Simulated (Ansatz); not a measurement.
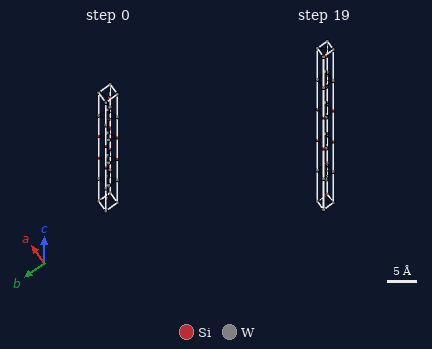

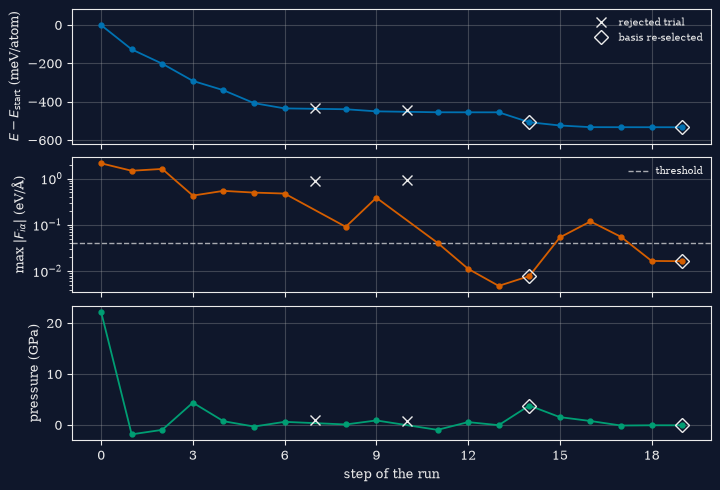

First and last geometry of a relaxation of crystalline Si2W3 (built on the tetradymite_166 type) (coarse preliminary run), with the history of the run. A ball-and-stick model of the conventional cell (3 times the calculation's cell), seen from a free direction. Lengths and directions refer to the drawn axes.

Case: tetradymite type (R-3m, No. 166).

Computed with DFT PBE, scalar-relativistic, plane waves, PAW (Ansatz 0.2.0). (plane-wave cutoff 420 eV; k-point mesh 6 × 6 × 6; occupations gaussian; smearing width 0.1 eV; no spin polarisation; cell and atoms relaxed; force threshold 0.04 eV/Å; at most 70 steps)

Q: Did the run converge, and what did it change?

A: It converged. The largest moves relative to the cell, 0.21 Å, are those of W atoms. Largest moves by element: W 0.21 Å, Si 0.03 Å. The drawn cell changes as follows: a = b 3.325 → 2.827 Å (−15.0 %), c 23.117 → 32.624 Å (+41.1 %); the volume changes by +2.0 %. Some distances before and after: W–W 3.325 → 2.827 Å, Si–Si 3.325 → 2.827 Å, Si–W 2.330 → 2.658 Å, Si–W 2.462 → 2.699 Å. Among the angles between lasting bonds that change: Si–W–Si 91.0° → 64.2°, W–Si–W 91.0° → 64.2°, W–Si–W 91.9° → 116.3°. The space group stays R-3m (No. 166). After 15 accepted moves (19 points after the start) the energy has fallen by 532 meV per atom. The largest force component goes from 2.1 to 0.016 eV/Å. The pressure goes from 22.23 to −0.05 GPa. The line search rejected the trial steps at points 7, 10 of the run. The SCF was repeated twice at an unchanged geometry on a basis and grid sized afresh for the cell, which shifted the energy by 51.7 meV per atom at most. Cost: 87 s on 1 thread of Arm Neoverse V2 (shared host), peak memory 0.36 GiB.

| step | E − E(0), meV/atom | largest force component, eV/Å | pressure, GPa | volume, Å³/atom | note |
| --- | --- | --- | --- | --- | --- |
| 0 | 0.00 | 2.1319 | 22.23 | 14.753 |  |
| 1 | -126.42 | 1.4727 | -1.82 | 16.225 |  |
| 2 | -201.14 | 1.6129 | -0.94 | 16.008 |  |
| 3 | -290.72 | 0.4286 | 4.40 | 15.666 |  |
| 4 | -339.21 | 0.5421 | 0.76 | 15.719 |  |
| 5 | -406.43 | 0.4973 | -0.29 | 15.497 |  |
| 6 | -433.91 | 0.4742 | 0.63 | 15.098 |  |
| 7 | -433.83 | 0.8659 | 0.99 | 14.995 | rejected |
| 8 | -438.33 | 0.0908 | 0.12 | 15.073 |  |
| 9 | -449.30 | 0.3850 | 0.90 | 14.900 |  |
| 10 | -442.31 | 0.9231 | 0.81 | 14.761 | rejected |
| 11 | -454.11 | 0.0409 | -0.94 | 14.932 |  |
| 12 | -454.31 | 0.0112 | 0.58 | 14.835 |  |
| 13 | -454.36 | 0.0048 | -0.03 | 14.871 |  |
| 14 | -506.03 | 0.0078 | 3.83 | 14.871 | same geometry, new basis |
| 15 | -522.90 | 0.0536 | 1.55 | 14.976 |  |
| 16 | -531.61 | 0.1185 | 0.79 | 15.000 |  |
| 17 | -531.88 | 0.0550 | -0.10 | 15.055 |  |
| 18 | -531.96 | 0.0166 | -0.04 | 15.048 |  |
| 19 | -532.07 | 0.0164 | -0.05 | 15.048 | same geometry, new basis |
